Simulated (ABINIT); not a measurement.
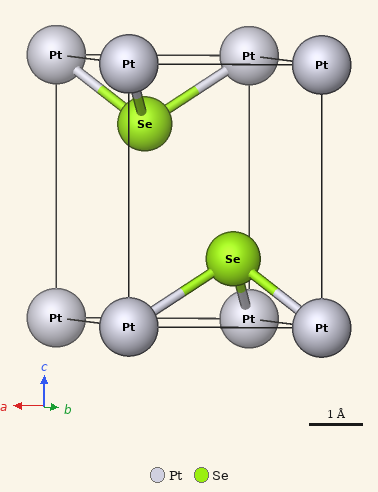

Figure 1. The structure as given in the input (ball-and-stick view of the cell of the calculation, seen at an oblique angle). An atom can appear more than once, as a periodic image.

# Single-point calculation of PtSe₂

System: PtSe₂ (P-1, 3 atoms in the cell).
Method: Kohn-Sham DFT of a periodic cell, PBE, JTH PAW PBE v2.0, no spin polarisation (ABINIT 10.8.3).

The structure derives from an entry of the Crystallography Open Database. The geometry was changed: shear strain of 4 %.

**The input**
```
# Pseudopotentials
pp_dirpath "./"
pseudos "Pt.GGA_PBE-JTH.xml, Se.GGA_PBE-JTH.xml"

# Structure
acell 3*1.0 Angstrom
rprim
     3.7240000000     0.0744800000     0.0000000000
    -1.7974984279     3.1878386037     0.0000000000
     0.0000000000     0.0000000000     5.0620000000
ntypat 2
znucl 78 34
natom 3
typat 1 2 2
xcart
     0.0000000000     0.0000000000     0.0000000000
     3.5593001464     2.1018784978     7.1743452321
     0.0812602036     4.0630101945     2.3914484107
chkprim 0
chksymtnons 0
tolsym 1.0e-6

# Plane-wave basis
ecut 16.0
pawecutdg 32.0
pawxcdev 0

# k points
kptopt 1
ngkpt 8 8 5
nshiftk 1
shiftk 0.0 0.0 0.0

# Exchange and correlation
ixc 11

# Bands and occupations
nband 15
occopt 3
tsmear 0.00183747

# SCF cycle
nstep 100
tolvrs 1.0e-9

# Output
iomode 3
prtwf 0
prteig 0
prtebands 0
enunit 2
prtden 1
prtvha 1
prtvclmb 1
prtpot 1
```

Run on 1 thread of Arm Neoverse V1, 24 GiB of memory available, shared host.

Run as:
```bash
abinit run.abi > log 2>&1
```

**What the program printed**
```
.Version 10.8.3 of ABINIT
 Symmetries : space group P-1 (#  2); Bravais aP (primitive triclinic)
================================================================================
 Values of the parameters that define the memory need of the present run
     intxc =       0    ionmov =       0      iscf =      17    lmnmax =      18
     lnmax =       6     mgfft =      36  mpssoang =       3    mqgrid =    3001
     natom =       3  nloc_mem =       2    nspden =       1   nspinor =       1
    nsppol =       1      nsym =       2    n1xccc =       1    ntypat =       2
    occopt =       3   xclevel =       2
       mpw =        1272          nfft =       26244          nkpt =         162
 PAW method is used; the additional fine FFT grid is defined by:
   mgfftf=        50    nfftf =     64800
================================================================================
================================================================================

--------------------------------------------------------------------------------
------------- Echo of variables that govern the present computation ------------
--------------------------------------------------------------------------------
 -outvars: echo values of preprocessed input variables --------
            acell      1.8897261259E+00  1.8897261259E+00  1.8897261259E+00 Bohr
              amu      1.95080000E+02  7.89600000E+01
          chkprim           0
      chksymtnons           0
             ecut      1.60000000E+01 Hartree
           enunit           2
                       outvar_i_n : Printing only first  50 k-points.
              ixc          11
                       outvar_i_n : Printing only first  50 k-points.
         kptrlatt        8    0    0      0    8    0      0    0    5
          kptrlen      4.78289682E+01
            natom           3
            nband          15
            ngfft          27      27      36
          ngfftdg          36      36      50
             nkpt         162
            nstep         100
             nsym           2
           ntypat           2
                       prtocc : prtvol=0, do not print more k-points.
           occopt           3
        pawecutdg      3.20000000E+01 Hartree
         pawxcdev           0
        prtebands           0
           prteig           0
           prtpot           1
         prtvclmb           1
           prtvha           1
            prtwf           0
            rprim      3.7240000000E+00  7.4480000000E-02  0.0000000000E+00
                      -1.7974984279E+00  3.1878386037E+00  0.0000000000E+00
                       0.0000000000E+00  0.0000000000E+00  5.0620000000E+00
          spgroup           2
           tolsym      1.00000000E-06
           tolvrs      1.00000000E-09
           tsmear      1.83747000E-03 Hartree
            typat      1  2  2
           useylm           1
                       outvars : Printing only first  50 k-points.
           xangst      0.0000000000E+00  0.0000000000E+00  0.0000000000E+00
                       1.8835005236E+00  1.1122662015E+00  3.7964999991E+00
                       4.3001048504E-02  2.1500524022E+00  1.2655000009E+00
            xcart      0.0000000000E+00  0.0000000000E+00  0.0000000000E+00
                       3.5593001476E+00  2.1018784999E+00  7.1743452354E+00
                       8.1260204800E-02  4.0630101966E+00  2.3914484140E+00
             xred      0.0000000000E+00  0.0000000000E+00  0.0000000000E+00
                       6.6666666659E-01  3.3333333341E-01  7.4999999983E-01
                       3.3333333341E-01  6.6666666659E-01  2.5000000017E-01
            znucl       78.00000   34.00000

================================================================================

 chkinp: Checking input parameters for consistency.

================================================================================
== DATASET  1 ==================================================================

--- !DatasetInfo
iteration_state: {dtset: 1, }
dimensions: {natom: 3, nkpt: 162, mband: 15, nsppol: 1, nspinor: 1, nspden: 1, mpw: 1272, }
cutoff_energies: {ecut:  16.0, pawecutdg:  32.0, }
electrons: {nelect:   2.20000000E+01, charge:   0.00000000E+00, occopt:   3.00000000E+00, tsmear:   1.83747000E-03, }
meta: {optdriver: 0, ionmov: 0, optcell: 0, iscf: 17, paral_kgb: 0, }
...

 Exchange-correlation functional for the present dataset will be:
  GGA: Perdew-Burke-Ernzerhof functional - ixc=11
  J.P.Perdew, K.Burke, M.Ernzerhof, PRL 77, 3865 (1996)

 Real(R)+Recip(G) space primitive vectors, cartesian coordinates (Bohr,Bohr^-1):
 R(1)=  7.0373401  0.1407468  0.0000000  G(1)=  0.1405145  0.0792307  0.0000000
 R(2)= -3.3967797  6.0241419  0.0000000  G(2)= -0.0032830  0.1641476  0.0000000
 R(3)=  0.0000000  0.0000000  9.5657936  G(3)=  0.0000000  0.0000000  0.1045392
 Unit cell volume ucvol=  4.1010491E+02 bohr^3
 Angles (23,13,12)=  9.00000000E+01  9.00000000E+01  1.18271201E+02 degrees

 Coarse grid specifications (used for wave-functions):

 getcut: wavevector=  0.0000  0.0000  0.0000  ngfft=  27  27  36
         ecut(hartree)=     16.000   => boxcut(ratio)=   2.05143

 Fine grid specifications (used for densities):

 getcut: wavevector=  0.0000  0.0000  0.0000  ngfft=  36  36  50
         ecut(hartree)=     32.000   => boxcut(ratio)=   2.00906

--- Pseudopotential description ------------------------------------------------
- pspini: atom type   1  psp file is ./Pt.GGA_PBE-JTH.xml
 Pseudopotential format is: paw10
 basis_size (lnmax)=  6 (lmn_size= 18), orbitals=   0   0   1   1   2   2
 Spheres core radius: rc_sph= 2.51621648
 Shapefunction is SIN type: shapef(r)=[sin(pi*r/rshp)/(pi*r/rshp)]**2
 Radius for shape functions =  2.25451594
 Compensation charge density is not taken into account in XC energy/potential

- pspini: atom type   2  psp file is ./Se.GGA_PBE-JTH.xml
 Pseudopotential format is: paw10
 basis_size (lnmax)=  4 (lmn_size=  8), orbitals=   0   0   1   1
 Spheres core radius: rc_sph= 2.21132333
 Shapefunction is BESSEL type: shapef(r,l)=aa(1,l)*jl(q(1,l)*r)+aa(2,l)*jl(q(2,l)*r)
 Radius for shape functions =  2.00656599
 Compensation charge density is not taken into account in XC energy/potential

   2.07420303E+03                                ecore*ucvol(ha*bohr**3)
--------------------------------------------------------------------------------

================================================================================

--- !BeginCycle
iteration_state: {dtset: 1, }
solver: {iscf: 17, nstep: 100, nline: 4, wfoptalg: 10, }
tolerances: {tolvrs: 1.00E-09, }
...

     iter   Etot(hartree)      deltaE(h)  residm     nres2
 ETOT  1  -46.149567237376    -4.615E+01 6.597E-02 1.035E+01
 ETOT  2  -46.315070438834    -1.655E-01 1.774E-02 1.247E+01
 ETOT  3  -46.200036453764     1.150E-01 8.737E-03 8.404E-01
 ETOT  4  -46.215148717352    -1.511E-02 2.805E-03 1.910E-01
 ETOT  5  -46.215522943631    -3.742E-04 2.666E-03 3.282E-02
 ETOT  6  -46.215546260749    -2.332E-05 1.017E-03 1.173E-02
 ETOT  7  -46.215474169450     7.209E-05 7.376E-04 3.676E-03
 ETOT  8  -46.215490726779    -1.656E-05 2.325E-04 5.878E-04
 ETOT  9  -46.215490261106     4.657E-07 1.273E-04 2.858E-04
 ETOT 10  -46.215489075481     1.186E-06 5.457E-05 5.221E-05
 ETOT 11  -46.215489307176    -2.317E-07 5.333E-05 1.142E-05
 ETOT 12  -46.215489293674     1.350E-08 2.017E-05 3.938E-06
 ETOT 13  -46.215489278062     1.561E-08 2.178E-05 5.905E-07
 ETOT 14  -46.215489283059    -4.997E-09 8.137E-06 5.618E-08
 ETOT 15  -46.215489283759    -6.996E-10 8.808E-06 6.039E-08
 ETOT 16  -46.215489283698     6.078E-11 3.285E-06 3.624E-08
 ETOT 17  -46.215489283647     5.075E-11 3.591E-06 2.323E-08
 ETOT 18  -46.215489283539     1.077E-10 1.333E-06 4.508E-10

 At SCF step   18       nres2   =  4.51E-10 < tolvrs=  1.00E-09 =>converged.

 Cartesian components of stress tensor (hartree/bohr^3)
  sigma(1 1)= -3.03106308E-04  sigma(3 2)=  4.24847245E-06
  sigma(2 2)= -2.96479128E-04  sigma(3 1)= -7.69912753E-05
  sigma(3 3)= -2.25354210E-04  sigma(2 1)=  1.07250647E-04

--- !ResultsGS
iteration_state: {dtset: 1, }
comment   : Summary of ground state results
lattice_vectors:
- [  7.0373401,   0.1407468,   0.0000000, ]
- [ -3.3967797,   6.0241419,   0.0000000, ]
- [  0.0000000,   0.0000000,   9.5657936, ]
lattice_lengths: [   7.03875,    6.91581,    9.56579, ]
lattice_angles: [ 90.000,  90.000, 118.271, ] # degrees, (23, 13, 12)
lattice_volume:   4.1010491E+02
convergence: {deltae:  1.077E-10, res2:  4.508E-10, residm:  1.333E-06, diffor: null, }
etotal    :  -4.62154893E+01
entropy   :   0.00000000E+00
fermie    :   1.40694610E-01
cartesian_stress_tensor: # hartree/bohr^3
- [ -3.03106308E-04,   1.07250647E-04,  -7.69912753E-05, ]
- [  1.07250647E-04,  -2.96479128E-04,   4.24847245E-06, ]
- [ -7.69912753E-05,   4.24847245E-06,  -2.25354210E-04, ]
pressure_GPa:   8.0902E+00
xred      :
- [  0.0000E+00,   0.0000E+00,   0.0000E+00, Pt]
- [  6.6667E-01,   3.3333E-01,   7.5000E-01, Se]
- [  3.3333E-01,   6.6667E-01,   2.5000E-01, Se]
cartesian_forces: # hartree/bohr
- [ -0.00000000E+00,  -0.00000000E+00,  -0.00000000E+00, ]
- [ -4.90440448E-03,   3.76500454E-04,  -1.38333908E-02, ]
- [  4.90440448E-03,  -3.76500454E-04,   1.38333908E-02, ]
force_length_stats: {min:   0.00000000E+00, max:   1.46818813E-02, mean:   9.78792084E-03, }
...

 Integrated electronic density in atomic spheres:
 ------------------------------------------------
 Atom  Sphere_radius  Integrated_density
    1        2.51622          8.72632080
    2        2.21132          3.92839234
    3        2.21132          3.92839234

================================================================================

 ----iterations are completed or convergence reached----

 Mean square residual over all n,k,spin=   13.047E-10; max=  13.334E-07
 reduced coordinates (array xred) for    3 atoms
       0.000000000000      0.000000000000      0.000000000000
       0.666666666585      0.333333333408      0.749999999829
       0.333333333415      0.666666666592      0.250000000171
 rms dE/dt=  6.5075E-02; max dE/dt=  1.3233E-01; dE/dt below (all hartree)
    1       0.000000000000      0.000000000000      0.000000000000
    2       0.034460971010     -0.018927273918      0.132327362046
    3      -0.034460971010      0.018927273918     -0.132327362046

 cartesian coordinates (angstrom) at end:
    1      0.00000000000000     0.00000000000000     0.00000000000000
    2      1.88350052359576     1.11226620146544     3.79649999913411
    3      0.04300104850424     2.15005240223456     1.26550000086589

 cartesian forces (hartree/bohr) at end:
    1     -0.00000000000000    -0.00000000000000    -0.00000000000000
    2     -0.00490440447517     0.00037650045385    -0.01383339081907
    3      0.00490440447517    -0.00037650045385     0.01383339081907
 frms,max,avg= 6.9211052E-03 1.3833391E-02   0.000E+00  0.000E+00  0.000E+00 h/b

 cartesian forces (eV/Angstrom) at end:
    1     -0.00000000000000    -0.00000000000000    -0.00000000000000
    2     -0.25219461802434     0.01936043175594    -0.71134155660694
    3      0.25219461802434    -0.01936043175594     0.71134155660694
 frms,max,avg= 3.5589754E-01 7.1134156E-01   0.000E+00  0.000E+00  0.000E+00 e/A
 length scales=  1.889726125908  1.889726125908  1.889726125908 bohr
              =  1.000000000000  1.000000000000  1.000000000000 angstroms
 Fermi (or HOMO) energy (hartree) =   0.14069   Average Vxc (hartree)=  -0.39098
 Eigenvalues (hartree) for nkpt= 162  k points:
 kpt#   1, nband= 15, wtk=  0.00313, kpt=  0.0000  0.0000  0.0000 (reduced coord)
  -0.43821   -0.33458   -0.12515   -0.09971   -0.09813   -0.01100   -0.00588    0.04461
   0.09745    0.10451    0.15513    0.19027    0.19512    0.27316    0.29510
      occupation numbers for kpt#   1
   2.00000    2.00000    2.00000    2.00000    2.00000    2.00000    2.00000    2.00000
   2.00000    2.00000    0.00078    0.00000    0.00000    0.00000    0.00000
 prteigrs : prtvol=0 or 1, do not print more k-points.

 Fermi (or HOMO) energy (eV) =   3.82850   Average Vxc (eV)= -10.63905
 Eigenvalues (   eV  ) for nkpt= 162  k points:
 kpt#   1, nband= 15, wtk=  0.00313, kpt=  0.0000  0.0000  0.0000 (reduced coord)
 -11.92432   -9.10434   -3.40548   -2.71312   -2.67026   -0.29921   -0.16006    1.21391
   2.65162    2.84394    4.22126    5.17739    5.30936    7.43298    8.02995
 prteigrs : prtvol=0 or 1, do not print more k-points.

--- !EnergyTerms
iteration_state     : {dtset: 1, }
comment             : Components of total free energy in Hartree
kinetic             :  1.47844177112182E+01
hartree             :  8.15204617400392E+00
xc                  : -1.55717328575578E+01
Ewald energy        : -4.30911779402183E+01
psp_core            :  5.05773764516720E+00
local_psp           : -2.50603209399368E+01
PAW spherical_terms :  9.51375962795871E+00
internal            : -4.62152705793650E+01
'-kT*entropy'       : -1.96915364019777E-04
total_energy        : -4.62154674947290E+01
total_energy_eV     : -1.25758693653765E+03
...

--- !EnergyTermsDC
iteration_state     : {dtset: 1, }
comment             : '"Double-counting" decomposition of free energy'
band_energy         : -1.76007675678281E+00
Ewald energy        : -4.30911779402183E+01
psp_core            :  5.05773764516720E+00
xc_dc               : -1.31347263731614E+01
PAW spherical_terms :  6.71295105682018E+00
internal            : -4.62152923681752E+01
'-kT*entropy'       : -1.96915364019777E-04
total_energy_dc     : -4.62154892835392E+01
total_energy_dc_eV  : -1.25758752944138E+03
...

--- !EnergyTermsWithPAWCore
iteration_state     : {dtset: 1, }
comment             : 'Components of total free energy, including PAW core contributions'
Total energy        : -2.32739605314928E+04
Total energy DC     : -2.32739605532816E+04
Total energy (eV)   : -6.33316729496168E+05
Total energy DC (eV): -6.33316730089072E+05
...

 Cartesian components of stress tensor (hartree/bohr^3)
  sigma(1 1)= -3.03106308E-04  sigma(3 2)=  4.24847245E-06
  sigma(2 2)= -2.96479128E-04  sigma(3 1)= -7.69912753E-05
  sigma(3 3)= -2.25354210E-04  sigma(2 1)=  1.07250647E-04

-Cartesian components of stress tensor (GPa)         [Pressure=  8.0902E+00 GPa]
- sigma(1 1)= -8.91769546E+00  sigma(3 2)=  1.24994375E-01
- sigma(2 2)= -8.72271710E+00  sigma(3 1)= -2.26516152E+00
- sigma(3 3)= -6.63014975E+00  sigma(2 1)=  3.15542299E+00

== END DATASET(S) ==============================================================
================================================================================

 -outvars: echo values of variables after computation  --------
            acell      1.8897261259E+00  1.8897261259E+00  1.8897261259E+00 Bohr
           etotal     -4.6215489284E+01
            fcart     -0.0000000000E+00 -0.0000000000E+00 -0.0000000000E+00
                      -4.9044044752E-03  3.7650045385E-04 -1.3833390819E-02
                       4.9044044752E-03 -3.7650045385E-04  1.3833390819E-02
            rprim      3.7240000000E+00  7.4480000000E-02  0.0000000000E+00
                      -1.7974984279E+00  3.1878386037E+00  0.0000000000E+00
                       0.0000000000E+00  0.0000000000E+00  5.0620000000E+00
           strten     -3.0310630794E-04 -2.9647912814E-04 -2.2535420972E-04
                       4.2484724544E-06 -7.6991275343E-05  1.0725064735E-04
           xangst      0.0000000000E+00  0.0000000000E+00  0.0000000000E+00
                       1.8835005236E+00  1.1122662015E+00  3.7964999991E+00
                       4.3001048504E-02  2.1500524022E+00  1.2655000009E+00
             xred      0.0000000000E+00  0.0000000000E+00  0.0000000000E+00
                       6.6666666659E-01  3.3333333341E-01  7.4999999983E-01
                       3.3333333341E-01  6.6666666659E-01  2.5000000017E-01
 Calculation completed.
```

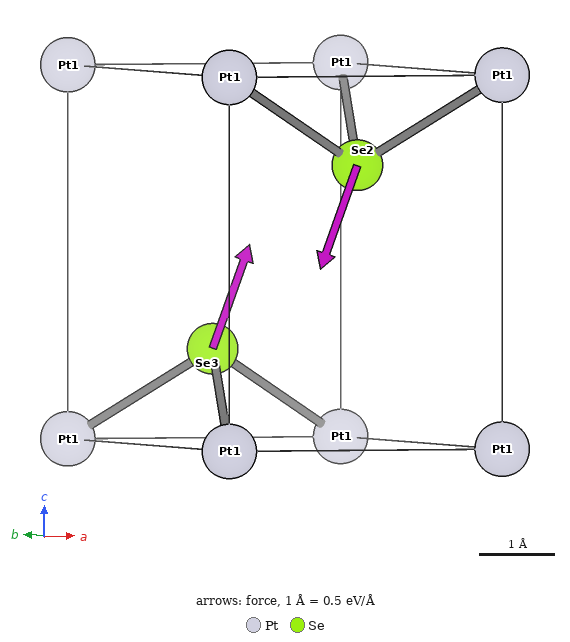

Figure 2. Forces on the atoms as pink arrows (ball-and-stick view of the cell of the calculation, seen at an oblique angle; atoms are numbered from 1 in the order of the input). The largest act on Se2, Se3 (0.75 eV/Å). The geometry is not a stationary point of this energy.

**Summary**

| quantity | value |
| --- | --- |
| outcome | converged |
| space group (tolerance 0.01 Å) | P-1 (2) |
| electrons treated | 22 |
| free energy | −1257.5875 eV |
| Fermi energy | 3.828 eV |
| gap on the k-point mesh | none (metallic) |
| pressure | 8.09 GPa |
| largest force (length of the vector) | 0.755 eV/Å |
| wall time | 2.5 min |
| peak memory | 0.21 GiB |

**Remarks**

Spin–orbit coupling is left out, which matters for Pt. The cell is under a pressure of 8.1 GPa at this level, so it is not at its equilibrium volume.
